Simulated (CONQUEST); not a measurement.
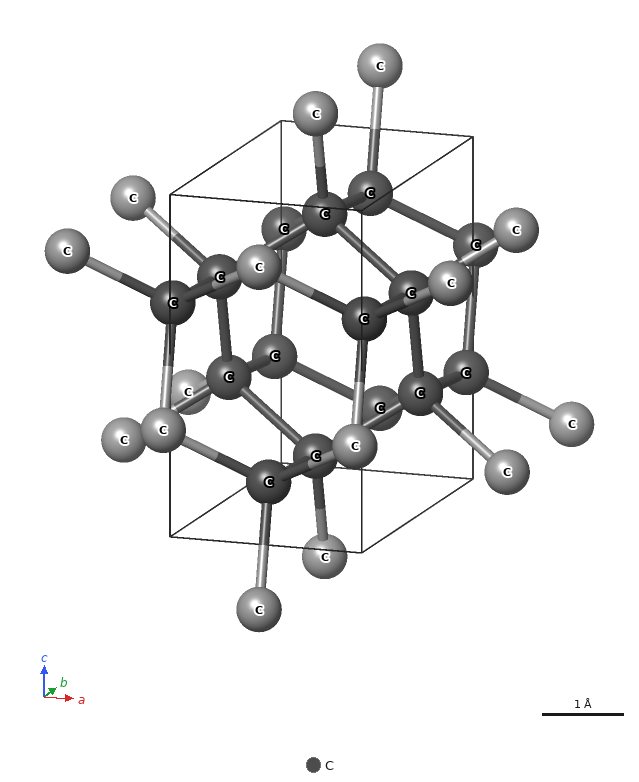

The structure as given in the input (ball-and-stick view of the cell of the calculation, seen slightly off an axis; neighbours outside the cell are drawn fainter).

Density-of-states run, with input and output: C

System: C (P1, 8 atoms in the cell).
Method: Kohn-Sham DFT of a periodic cell, PBEint, PseudoDojo NC PBEsol, no spin polarisation (CONQUEST 1.3).

The structure derives from an entry of the Crystallography Open Database. It belongs to a series of runs on one base structure; here: atoms moved at random by about 0.05 A.

Output
```
Simulation cell dimensions:     4.7661 a0 x     7.7830 a0 x     8.2551 a0

      Atomic coordinates (a0)
         Atom         X         Y         Z  Species
            1    0.0468    7.1796    2.7110        1
            2    2.4298    7.1796    6.8386        1
            3    0.0328    3.3821    5.4980        1
            4    2.4159    3.3821    1.3705        1
            5    2.2793    4.4055    6.9583        1
            6    4.6624    4.4055    2.8308        1
            7    2.2505    0.5667    1.3719        1
            8    4.6336    0.5667    5.4995        1

         Monkhorst-Pack mesh:   7 x   4 x   4 gamma-centred
        This calculation includes non-local pseudopotentials,
         with a maximum core radius of      6.24713685

    Job title: C
    Job to be run: static calculation

    Ground state search:
      Support functions represented with PAO basis
      1:1 PAO to SF mapping
      Non-spin-polarised electrons
      Solving for the K matrix using diagonalisation
      Using Fermi-Dirac smearing

    Integration grid size:     20 x   32 x   36

    Integration grid spacing:  0.238 a0 x 0.243 a0 x 0.229 a0

    Number of species:  1
    --------------------------------------------------------
    |   #  mass (au)  Charge (e)  SF Rad (a0)  NSF  Label  |
    --------------------------------------------------------
    |   1     12.010       4.000        6.567    9  C      |
    --------------------------------------------------------
          SCF tolerance:                 0.00000100
          SCF iterations:               100

    LibXC version:  6. 2. 2
    Using the GGA functional PBE for hybrid interfaces
    Using the GGA functional PBE for hybrid interfaces

           radial cut-off to be used is taken to be max PAO cut-off radius for this species:    6.247137

           greatest ang. mom. for making density from PAOs:  2
    Minimum blocs/proc is      360. Maximum blocs/proc is      360
    set_atom_dens: In set_atomic_density, electrons :      32.000000000000
 matrix_size & matrix_size_padH =           72          72

    Screened ion int: energy:     -29.742105180874 Ha

    new_SC_potl: Starting.  Tolerance:  0.10000E-05

    PulayMixSC: Starting Pulay mixing, A_up =  0.500 A_dn =  0.500
    PulayMixSC: Spin non-polarised calculation.
          Harris-Foulkes Energy            :       -47.797633037292769 Ha
          (TS=0 as O(N) or entropic contribution is negligible)
          DFT Total Energy                 :       -47.764412098201433 Ha
          Total number of electrons        :        31.999999999999954
    PulayMixSC: Pulay iteration     1 residual:              0.51777E-02
          Harris-Foulkes Energy            :       -47.773472145415397 Ha
          (TS=0 as O(N) or entropic contribution is negligible)
          DFT Total Energy                 :       -47.767595931569247 Ha
          Total number of electrons        :        31.999998026350287
    PulayMixSC: Pulay iteration     2 residual:              0.23900E-02
          Harris-Foulkes Energy            :       -47.768308641870135 Ha
          (TS=0 as O(N) or entropic contribution is negligible)
          DFT Total Energy                 :       -47.768207582363914 Ha
          Total number of electrons        :        31.999996634285058
    PulayMixSC: Pulay iteration     3 residual:              0.16715E-03
          Harris-Foulkes Energy            :       -47.768278358906798 Ha
          (TS=0 as O(N) or entropic contribution is negligible)
          DFT Total Energy                 :       -47.768257686327317 Ha
          Total number of electrons        :        31.999996718031905
    PulayMixSC: Pulay iteration     4 residual:              0.79532E-04
          Harris-Foulkes Energy            :       -47.768269419440976 Ha
          (TS=0 as O(N) or entropic contribution is negligible)
          DFT Total Energy                 :       -47.768269227114658 Ha
          Total number of electrons        :        31.999996819650974
    PulayMixSC: Pulay iteration     5 residual:              0.76591E-05
          Harris-Foulkes Energy            :       -47.768269316969956 Ha
          (TS=0 as O(N) or entropic contribution is negligible)
          DFT Total Energy                 :       -47.768269312587520 Ha
          Total number of electrons        :        31.999996826855291
    PulayMixSC: Pulay iteration     6 residual:              0.15881E-05
          Harris-Foulkes Energy            :       -47.768269313973839 Ha
          (TS=0 as O(N) or entropic contribution is negligible)
          DFT Total Energy                 :       -47.768269313548075 Ha
          Total number of electrons        :        31.999996828011000
    PulayMixSC: Pulay iteration     7 residual:              0.52406E-06
    PulayMixSC: Reached SCF tolerance of  0.52406E-06 after      7 iterations
      | Number of electrons      =        31.999997
      |* band energy as 2Tr[K.H] =       -19.074709858999142 Ha
      |  screened ion-ion energy =       -29.742105180874336 Ha
      |  Ha correction           =        -0.721861756383198 Ha
      |  XC correction           =         1.770408258726619 Ha
      |* Harris-Foulkes energy   =       -47.768269313973839 Ha
      |* DFT total energy        =       -47.768269313548075 Ha
      |  estimated accuracy      =        -0.000000000425764 Ha
    get_E_and_F: Change in energy during last step of electronic optimisation:  0.29961E-08

    BIBLIOGRAPHY: Please consider citing the following references in the conquest.bib file

    CONQUEST:         Bowler2002pt, Miyazaki2004, Nakata2020
    Basis:            Bowler2019
    DM:               Bowler:2006xr
    Pseudopotentials: Hamann2013, Bowler2019
    XC references from LibXC:

    Warnings written to file Conquest_warnings; please check
```

File coords.dat
```
    4.7660782589     0.0000000000     0.0000000000
    0.0000000000     7.7830260169     0.0000000000
    0.0000000000     0.0000000000     8.2550896977
8
  0.0098100000   0.9224660000   0.3284060000 1 T T T
  0.5098100000   0.9224660000   0.8284060000 1 T T T
  0.0068890000   0.4345420000   0.6660150000 1 T T T
  0.5068890000   0.4345420000   0.1660150000 1 T T T
  0.4782415000   0.5660440000   0.8429105000 1 T T T
  0.9782415000   0.5660440000   0.3429105000 1 T T T
  0.4721945000   0.0728080000   0.1661905000 1 T T T
  0.9721945000   0.0728080000   0.6661905000 1 T T T
```

File PostProcessCQ.log
```
CONQUEST charge density conversion and STM image simulation

D. R. Bowler (UCL) and A. Nakata (NIMS)

  Creating projected density of states (pDOS); also generating DOS

  Calculating density of states (DOS)
    Reading k-points from eigenvalues file, not setting from input file
    Fermi level:     -0.19296 Ha   (=    -5.251 eV)
  Reading bands between   -0.100E+13Ha and    0.100E+13Ha
  Bands     1 to    72 were written out by CONQUEST
  DOS lower limit set by user:     -0.79300 Ha
  DOS upper limit set by user:      0.20700 Ha
  Sigma set by user:     0.005000 Ha
  Dividing DOS into   301 bins of width     0.003467 Ha
 iDOS_low is    2.6607142847999987
  DOS between      -0.813 Ha and Ef integrates to       26.641 electrons
  DOS between      -0.813 Ha and       0.227 Ha integrates to       48.390 electrons

  Calculating projected density of states (DOS)
    Resolving in l
    Producing pDOS for all atoms in cell
  Opening block file: hilbert_make_blk.dat
  Original run on        1 processors
  Results of integrating pDOS between      -0.813 and       0.227 Ha (electrons per atom).
       Atom       Total        l=0        l=1        l=2
          1       3.353      0.577      2.728      0.048
          2       3.353      0.577      2.728      0.048
          3       3.307      0.534      2.724      0.049
          4       3.307      0.534      2.724      0.049
          5       3.294      0.515      2.728      0.051
          6       3.294      0.515      2.728      0.051
          7       3.367      0.595      2.725      0.047
          8       3.367      0.595      2.725      0.047
  Integrated pDOS:      26.641 electrons
```

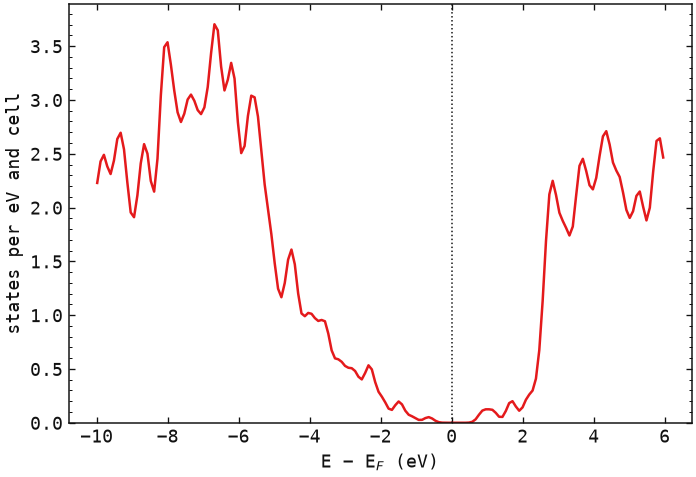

Density of states from the levels on the mesh of the run, whose fine structure reflects that mesh, with energies from the Fermi level of the run. At the top of the window the curve may fall because the computed bands end.

This output came from the following input.

The input
```
IO.Title C
IO.Coordinates coords.dat
IO.FractionalAtomicCoords T
IO.Iprint 2
IO.Iprint_init 1
General.NumberOfSpecies 1
General.PseudopotentialType hamann
General.FunctionalType -60062
General.DifferentFunctional T
AtomMove.TypeOfRun static
AtomMove.FullStress T
Grid.GridCutoff 80
DM.SolutionMethod diagon
Diag.MPMesh T
Diag.GammaCentred T
Diag.MPMeshX 7
Diag.MPMeshY 4
Diag.MPMeshZ 4
Diag.kT 0.00183747
minE.SCTolerance 1e-6
SC.MaxIters 100
IO.AtomChargeOutput T
IO.writeDOS T
IO.write_proj_DOS T
IO.DumpChargeDensity T
IO.DumpTotPot T
%block ChemicalSpeciesLabel
1 12.010 C
%endblock
```

Run as:
```bash
Conquest, then PostProcessCQ with the Process lines added to Conquest_input
```

Key numbers

```csv
quantity,value
outcome,converged
space group (tolerance 0.01 Å),P1 (1)
electrons treated,32
free energy,−1299.8408 eV
Fermi energy of the self-consistent step,−5.251 eV
gap on the k-point mesh,1.54 eV
hardware,"1 thread of Intel Xeon (Sapphire Rapids), 16 GiB of memory available, shared host"
wall time,34 s
peak memory,0.27 GiB
```

Notes

Further notes kept with the run: read_and_write: Functional in input file differs to pseudopotential but proceeding: -60062 -116133. Points of doubt noted for this run: potential of other functional; small atomic basis.
